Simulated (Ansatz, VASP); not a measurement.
**TiHg: VASP beside Ansatz**

Wanted: the spread between two codes on one cell, functional and k mesh. The structure shown is the end of the VASP relaxation below.

Calculated with Ansatz 0.2.0; plane waves, with VASP 6.6.1 beside it; single point at PBEsol.

### Step 1. Set-up

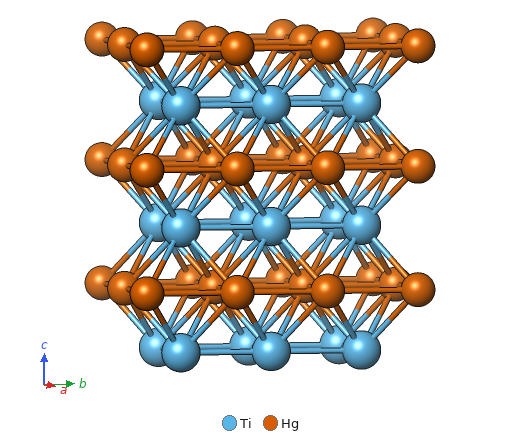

The cell as given, from the side, with the c axis up (titanium blue, mercury orange). 2×3×1 cells are drawn. Some periodic images of atoms are drawn too.

The cell holds 6 atoms: 3 Ti and 3 Hg. Cell: a = 3.009 Å, b = 3.009 Å, c = 25.102 Å, α = 90.0°, β = 90.0°, γ = 90.0°. It derives from TiHg. The (0 0 1) slab of TiHg, cut from the database cell (so at first; earlier steps may have moved the atoms). Vacuum lies along c.

As a file:

```cif
data_structure
_symmetry_space_group_name_H-M 'P 1'
_symmetry_Int_Tables_number 1
_cell_length_a 3.0090
_cell_length_b 3.0090
_cell_length_c 25.1025
_cell_angle_alpha 90.000
_cell_angle_beta 90.000
_cell_angle_gamma 90.000
_cell_volume 227.28
loop_
_atom_site_label
_atom_site_type_symbol
_atom_site_fract_x
_atom_site_fract_y
_atom_site_fract_z
_atom_site_occupancy
Ti1 Ti 0.50000 0.50000 0.29878 1
Ti2 Ti 0.50000 0.50000 0.45976 1
Ti3 Ti 0.50000 0.50000 0.61734 1
Hg4 Hg 0.00000 0.00000 0.37927 1
Hg5 Hg 0.00000 0.00000 0.53839 1
Hg6 Hg 0.00000 0.00000 0.69379 1
```

### Step 2. VASP: relaxation, PBEsol

This run makes the geometry at which the two programs are then compared.

Lines of VASP's logs that name or quote its potential files are left out, and so is its time.

File INCAR:

```
SYSTEM = TiHg
PREC = Normal
ENCUT = 300
EDIFF = 1E-05
NELM = 120
ISMEAR = 1
SIGMA = 0.2
LREAL = .FALSE.
ALGO = Fast
GGA = PS
NBANDS = 44
LORBIT = 11
LWAVE = .FALSE.
LCHARG = .FALSE.
KPAR = 2
IBRION = 2
NSW = 40
ISIF = 2
EDIFFG = -0.03
POTIM = 0.4
MAXMIX = 40
IDIPOL = 3
LDIPOL = .TRUE.
DIPOL = 0.5 0.5 0.5
```

File POSCAR:

```
TiHg
1.0
    3.0090000000      0.0000000000      0.0000000000
    0.0000000000      3.0090000000      0.0000000000
    0.0000000000      0.0000000000     25.1025000000
Ti Hg
3 3
Selective dynamics
Direct
    0.5000000000      0.5000000000      0.2987750200  F F F
    0.5000000000      0.5000000000      0.4597550000  F F F
    0.5000000000      0.5000000000      0.6207349900  T T T
    0.0000000000      0.0000000000      0.3792650100  F F F
    0.0000000000      0.0000000000      0.5402450000  T T T
    0.0000000000      0.0000000000      0.7012249800  T T T
```

File KPOINTS:

```
Automatic mesh
0
Gamma
9 9 1
0 0 0
```

The projector-augmented-wave data sets are Ti_sv and Hg (PBE family, release 64).

Launch:

```
$ mpirun -np 2 vasp_std
```

Numbers of over 12 decimals in the logs are rounded to 6 here.

Output:

```text
[banner, memory and clock lines left out]
running    2 mpi-ranks, on    1 nodes
 distrk:  each k-point on    1 cores,    2 groups
 distr:  one band on    1 cores,    1 groups

 POSCAR found type information on POSCAR TiHg
 POSCAR found :  2 types and       6 ions
|                                                                             |
|               ----> ADVICE to this user running VASP <----                  |
|                                                                             |
|     You enforced a specific xc type in the INCAR file but a different       |
|     [... a line on the potential file left out ...]
|     I HOPE YOU KNOW WHAT YOU ARE DOING!                                     |
|                                                                             |

 LDA part: xc-table for (Slater+PW92), standard interpolation
 POSCAR, INCAR and KPOINTS ok, starting setup
 FFT: planning ... GRIDC
 FFT: planning ... GRID_SOFT
 FFT: planning ... GRID
 WAVECAR not read
 entering main loop
       N       E                     dE             d eps       ncg     rms          rms(c)
DAV:   1     0.624302016690E+03    0.62430E+03   -0.29111E+04  1560   0.114E+03
DAV:   2     0.391888294334E+02   -0.58511E+03   -0.57245E+03  1412   0.402E+02
DAV:   3    -0.202547184772E+02   -0.59444E+02   -0.58577E+02  2028   0.117E+02
DAV:   4    -0.289205331619E+02   -0.86658E+01   -0.86183E+01  2120   0.324E+01
DAV:   5    -0.295830290470E+02   -0.66250E+00   -0.66220E+00  1864   0.753E+00    0.173E+01
RMM:   6    -0.414221698289E+02   -0.11839E+02   -0.36456E+01  1598   0.262E+01    0.248E+01
RMM:   7    -0.572443679899E+02   -0.15822E+02   -0.30208E+01  1591   0.154E+01    0.263E+01
RMM:   8    -0.346676736305E+02    0.22577E+02   -0.20944E+01  1636   0.150E+01    0.227E+01
RMM:   9    -0.274689633410E+02    0.71987E+01   -0.31401E+00  1553   0.913E+00    0.110E+01
RMM:  10    -0.268051902384E+02    0.66377E+00   -0.19350E+00  1705   0.621E+00    0.827E+00
RMM:  11    -0.264771308606E+02    0.32806E+00   -0.73342E-01  1677   0.310E+00    0.830E+00
RMM:  12    -0.254420562196E+02    0.10351E+01   -0.68125E-01  1839   0.273E+00    0.291E+00
RMM:  13    -0.253649326374E+02    0.77124E-01   -0.16800E-01  1879   0.131E+00    0.158E+00
RMM:  14    -0.253581697215E+02    0.67629E-02   -0.92849E-02  1842   0.915E-01    0.114E+00
RMM:  15    -0.253676877816E+02   -0.95181E-02   -0.36782E-02  1878   0.782E-01    0.124E+00
RMM:  16    -0.253580187475E+02    0.96690E-02   -0.29639E-02  2026   0.570E-01    0.869E-01
RMM:  17    -0.253527524761E+02    0.52663E-02   -0.16513E-02  2059   0.343E-01    0.177E-01
WARNING in EDDRMM: call to ZHEGV failed, returncode =   8  4     26
RMM:  18    -0.253533465584E+02   -0.59408E-03   -0.98829E-03  1970   0.284E-01    0.125E-01
RMM:  19    -0.253540198596E+02   -0.67330E-03   -0.73561E-03  2024   0.191E-01    0.106E-01
RMM:  20    -0.253543619394E+02   -0.34208E-03   -0.34607E-03  1887   0.143E-01    0.935E-02
RMM:  21    -0.253546003060E+02   -0.23837E-03   -0.31415E-03  1759   0.117E-01    0.399E-02
WARNING in EDDRMM: call to ZHEGV failed, returncode =   8  4      9
RMM:  22    -0.253547801084E+02   -0.17980E-03   -0.18755E-03  1573   0.960E-02    0.124E-02
RMM:  23    -0.253549679474E+02   -0.18784E-03   -0.17409E-03  1547   0.832E-02    0.150E-02
RMM:  24    -0.253550786077E+02   -0.11066E-03   -0.10055E-03  1427   0.714E-02    0.767E-03
RMM:  25    -0.253551846600E+02   -0.10605E-03   -0.96766E-04  1432   0.640E-02    0.569E-03
RMM:  26    -0.253552448740E+02   -0.60214E-04   -0.59748E-04  1266   0.552E-02    0.508E-03
RMM:  27    -0.253553049615E+02   -0.60088E-04   -0.56994E-04  1298   0.506E-02    0.444E-03
RMM:  28    -0.253553455056E+02   -0.40544E-04   -0.37524E-04  1210   0.458E-02    0.287E-03
RMM:  29    -0.253553859494E+02   -0.40444E-04   -0.35276E-04  1282   0.429E-02    0.234E-03
RMM:  30    -0.253554144519E+02   -0.28503E-04   -0.24584E-04  1272   0.399E-02    0.239E-03
RMM:  31    -0.253554354982E+02   -0.21046E-04   -0.21743E-04  1116   0.360E-02    0.220E-03
RMM:  32    -0.253554490689E+02   -0.13571E-04   -0.15616E-04  1044   0.336E-02    0.266E-03
RMM:  33    -0.253554613263E+02   -0.12257E-04   -0.14339E-04  1058   0.317E-02    0.355E-03
RMM:  34    -0.253554696314E+02   -0.83050E-05   -0.99329E-05   977   0.297E-02
   1 F= -.25355470E+02 E0= -.25351290E+02  d E =-.253555E+02
[...]
2 F= -.25361453E+02 E0= -.25357229E+02  d E =-.598302E-02
[...]
3 F= -.25367506E+02 E0= -.25363133E+02  d E =-.120364E-01
[...]
WARNING in EDDRMM: call to ZHEGV failed, returncode =   6  3     34
[...]
WARNING in EDDRMM: call to ZHEGV failed, returncode =   6  3     37
[...]
4 F= -.25371943E+02 E0= -.25367428E+02  d E =-.164735E-01
 curvature:  -0.88 expect dE=-0.365E-02 dE for cont linesearch -0.776E-03
 ZBRENT: bracketing found
 ZBRENT: interpolating
 opt :   3.9884  next Energy=   -25.373615 (dE=-0.181E-01)
 bond charge predicted
       N       E                     dE             d eps       ncg     rms          rms(c)
DAV:   1    -0.253674328996E+02    0.45186E-02   -0.36634E+00  1484   0.974E+00    0.446E-01
RMM:   2    -0.253705236268E+02   -0.30907E-02   -0.52850E-02  1569   0.113E+00    0.374E-01
RMM:   3    -0.253722041705E+02   -0.16805E-02   -0.75037E-03  1665   0.416E-01    0.386E-01
RMM:   4    -0.253718027366E+02    0.40143E-03   -0.24985E-03  1830   0.195E-01    0.348E-01
RMM:   5    -0.253710486756E+02    0.75406E-03   -0.14876E-03  1815   0.134E-01    0.289E-01
RMM:   6    -0.253707025107E+02    0.34616E-03   -0.84686E-04  1789   0.833E-02    0.258E-01
RMM:   7    -0.253705215839E+02    0.18093E-03   -0.40071E-04  1553   0.560E-02    0.239E-01
RMM:   8    -0.253695170230E+02    0.10046E-02   -0.16723E-03  1892   0.130E-01    0.142E-01
RMM:   9    -0.253693903888E+02    0.12663E-03   -0.96152E-04  1677   0.663E-02    0.106E-01
RMM:  10    -0.253691789087E+02    0.21148E-03   -0.83291E-04  1838   0.932E-02    0.547E-02
RMM:  11    -0.253692074326E+02   -0.28524E-04   -0.66015E-04  1577   0.567E-02    0.420E-02
RMM:  12    -0.253692203984E+02   -0.12966E-04   -0.14519E-04  1295   0.384E-02    0.354E-02
RMM:  13    -0.253692417462E+02   -0.21348E-04   -0.15162E-04  1284   0.324E-02    0.327E-02
WARNING in EDDRMM: call to ZHEGV failed, returncode =   8  4     17
RMM:  14    -0.253692503418E+02   -0.85956E-05   -0.60181E-05  1164   0.262E-02
   5 F= -.25369250E+02 E0= -.25364553E+02  d E =-.137807E-01
 curvature:  -1.89 expect dE=-0.306E-02 dE for cont linesearch -0.478E-06
 trial: gam= 0.23825 g(F)=  0.162E-02 g(S)=  0.000E+00 ort = 0.410E-04 (trialstep = 0.160E+01)
 search vector abs. value=  0.202E-02
 bond charge predicted
       N       E                     dE             d eps       ncg     rms          rms(c)
DAV:   1    -0.253680418013E+02    0.11999E-02   -0.13511E+00  1488   0.683E+00    0.116E-01
RMM:   2    -0.253710163909E+02   -0.29746E-02   -0.30968E-02  1587   0.847E-01    0.915E-02
RMM:   3    -0.253714152998E+02   -0.39891E-03   -0.42285E-03  1672   0.315E-01    0.885E-02
RMM:   4    -0.253714968202E+02   -0.81520E-04   -0.14557E-03  1810   0.166E-01    0.740E-02
RMM:   5    -0.253715690907E+02   -0.72270E-04   -0.93695E-04  1742   0.108E-01    0.716E-02
RMM:   6    -0.253715197216E+02    0.49369E-04   -0.31631E-04  1629   0.633E-02    0.572E-02
[... the rest is left out ...]
```

From OUTCAR (step 2):

```text
ion  position               nearest neighbor table
   1  0.500  0.500  0.299-   4 2.93   4 2.93   4 2.93   4 2.93
   2  0.500  0.500  0.460-   4 2.93   4 2.93   4 2.93   4 2.93   5 2.93   5 2.93   5 2.93   5 2.93

  LATTYP: Found a simple tetragonal cell.
 ALAT       =     3.0090000000
 C/A-ratio  =     8.3424725823

 Subroutine GETGRP returns: Found  8 space group operations
 (whereof  8 operations were pure point group operations)

The static configuration has the point symmetry C_4v.

 Found     15 irreducible k-points:

   k-points           NKPTS =     15   k-points in BZ     NKDIM =     15   number of bands    NBANDS=     44

   dimension x,y,z NGX =    14 NGY =   14 NGZ =  108
   dimension x,y,z NGXF=    28 NGYF=   28 NGZF=  216

   ENCUT  =  300.0 eV  22.05 Ry    4.70 a.u.   4.25  4.25 35.45*2*pi/ulx,y,z

   NELECT =      72.0000    total number of electrons

 k-points in reciprocal lattice and weights: Automatic mesh
   0.00000000  0.00000000  0.00000000       0.012
   0.11111111  0.00000000  0.00000000       0.049
   0.22222222  0.00000000  0.00000000       0.049
   0.33333333  0.00000000  0.00000000       0.049
   0.44444444  0.00000000  0.00000000       0.049
   0.11111111  0.11111111  0.00000000       0.049
   0.22222222  0.11111111  0.00000000       0.099
   0.33333333  0.11111111  0.00000000       0.099
   0.44444444  0.11111111  0.00000000       0.099
[...]
0.44444444  0.33333333  0.00000000       0.099
   0.44444444  0.44444444  0.00000000       0.049

 dipolmoment           0.000000      0.000000      0.008730 electrons x Angstroem

 average (electrostatic) potential at core
       1 -80.0174       2 -79.8495       3 -79.8028       4 -42.6629       5 -42.7289
       6 -42.6174

 E-fermi :   0.9668

 k-point     1 :       0.0000    0.0000    0.0000
  band No.  band energies     occupation
    ...
     32      -1.4899      2.00000
     33       0.0480      2.00000
     34       0.2648      2.00001
     35       0.3550      2.00013
     36       0.4780      2.00296
     37       1.0355      0.45459
     38       1.8563     -0.00000
     39       1.8854     -0.00000
     40       2.1630     -0.00000
     41       2.2624     -0.00000
    ...

 k-point     2 :       0.1111    0.0000    0.0000
  band No.  band energies     occupation
    ...
     32      -1.3051      2.00000
     33       0.1237      2.00000
     34       0.4059      2.00053
     35       0.4691      2.00244
     36       0.5739      2.01791
     37       1.0620      0.28658
     38       1.6022     -0.00007
     39       1.6675     -0.00001
     40       1.8843     -0.00000
     41       2.3255     -0.00000
    ...

 k-point     3 :       0.2222    0.0000    0.0000
  band No.  band energies     occupation
    ...
     33       0.2308      2.00000
     34       0.7093      2.06980
     35       0.7150      2.07057
     36       0.7980      2.00094
     37       0.8890      1.60604
     38       1.1340      0.00260
     39       1.3775     -0.01340
     40       1.9512     -0.00000
     41       2.5272     -0.00000
     42       2.5608     -0.00000
    ...

  Total       -2.8099045     -2.8099045     -1.3780017      0.0000000      0.0000000     -0.0000000
  in kB      -19.8080078    -19.8080078     -9.7140197      0.0000000      0.0000000     -0.0000000
  external PRESSURE =     -16.4433451 kB  Pullay stress =       0.0000000 kB

  energy-cutoff  :      300.00
  volume of cell :      227.28
      direct lattice vectors                 reciprocal lattice vectors
     3.009000000  0.000000000  0.000000000     0.332336324  0.000000000  0.000000000
     0.000000000  3.009000000  0.000000000     0.000000000  0.332336324  0.000000000
     0.000000000  0.000000000 25.102500000     0.000000000  0.000000000  0.039836670

 POSITION                                       TOTAL-FORCE (eV/Angst)
 -----------------------------------------------------------------------------------
      1.50450      1.50450      7.50000        -0.000000      0.000000      0.259559
      1.50450      1.50450     11.54100        -0.000000     -0.000000     -0.149789
      1.50450      1.50450     15.49690        -0.000000      0.000000     -0.003441
      0.00000      0.00000      9.52050        -0.000000     -0.000000     -0.097595
      0.00000      0.00000     13.51485         0.000000      0.000000     -0.007293
      0.00000      0.00000     17.41587        -0.000000      0.000000     -0.001441
 -----------------------------------------------------------------------------------
    total drift:                                0.000000      0.000000     -0.009552

  FREE ENERGIE OF THE ION-ELECTRON SYSTEM (eV)
  ---------------------------------------------------
  free  energy   TOTEN  =       -25.3840786174 eV

  energy  without entropy=      -25.3727683426  energy(sigma->0) =      -25.38030853

 reached required accuracy - stopping structural energy minimisation

 vacuum level on the upper side and lower side of the slab         5.003         4.811

 total charge
# of ion       s       p       d       tot
------------------------------------------
    1        2.182   6.039   1.871  10.093
    2        2.171   6.092   1.884  10.147
    3        2.174   6.090   1.915  10.179
    4        0.847   0.608   9.202  10.657
    5        0.853   0.630   9.203  10.686
    6        0.861   0.419   9.260  10.539
--------------------------------------------------
tot          9.087  19.879  33.335  62.301

[... 3 further parts left out ...]
```

[end of part 1 of 2]

[Lines on the potential files, build, host, timing and source positions are cut from VASP's logs without a mark.]

[Logs are printed without paths, hosts, clocks, repeated set-up lines and the standing remarks that a program may print on its own settings, such as how far it seeks lower states.]

[Hosts, paths, dates, database ids (printed as entryN), source tags and the programs' standing remarks are cut or masked in the printed files.]
